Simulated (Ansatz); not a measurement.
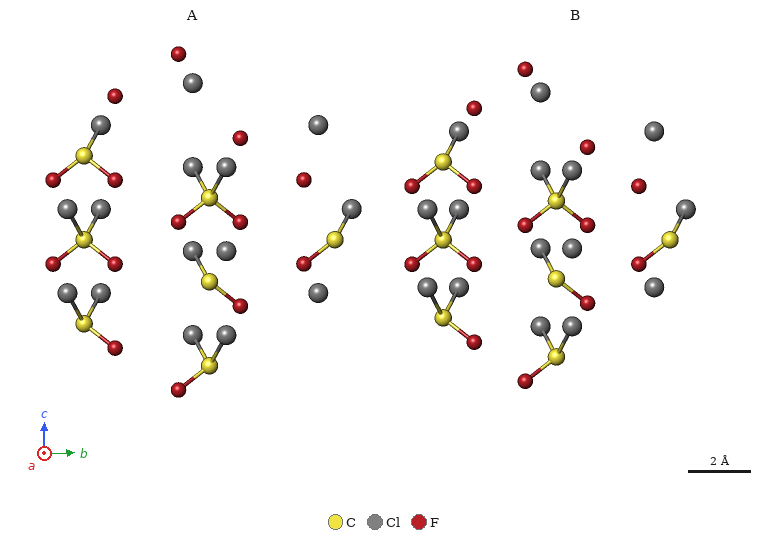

Two geometries of crystalline CCl$_{2}$F$_{2}$ (built on the database structure type), drawn at one scale. One is the start of a relaxation, the other its converged end. The picture is a ball-and-stick view of the atoms within 5.8 Å of the atom that moves most (axes of the larger cell on standard axes (4 times the calculation's cell)), seen along the a axis.

Computed with DFT, r2SCAN+rVV10, plane waves, PAW in Ansatz 0.2.0. (plane-wave cutoff 500 eV; k-point mesh 6 × 4 × 4; occupations fermi dirac; smearing width 0.03 eV; no spin polarisation; cell and atoms relaxed; force threshold 0.01 eV/Å; at most 120 steps)

**Which of the two is the end point?**

Structure B is the relaxed one. After 6 accepted moves (7 points after the start) the energy has fallen by 0.166 eV per cell of the calculation. The largest force component goes from 0.11 to 0.0045 eV/Å. Pressure: −0.78 GPa at the start and 0.01 GPa at the end. The SCF was repeated once at an unchanged geometry on a basis and grid sized afresh for the cell, which shifted the energy by 24.1 meV per cell of the calculation at most. The largest moves relative to the cell, 0.12 Å, are those of F atoms. Largest moves by element: F 0.12 Å, Cl 0.11 Å, C 0.01 Å. The drawn cell changes as follows: a 10.679 → 10.106 Å (−5.4 %), b 16.251 → 14.695 Å (−9.6 %), c 5.440 → 5.051 Å (−7.1 %); the volume changes by −20.5 %. The space group stays Cc (No. 9). Cost: 5.1 min on 4 threads of Arm Neoverse V1, on a shared host, peak memory 1.4 GiB.
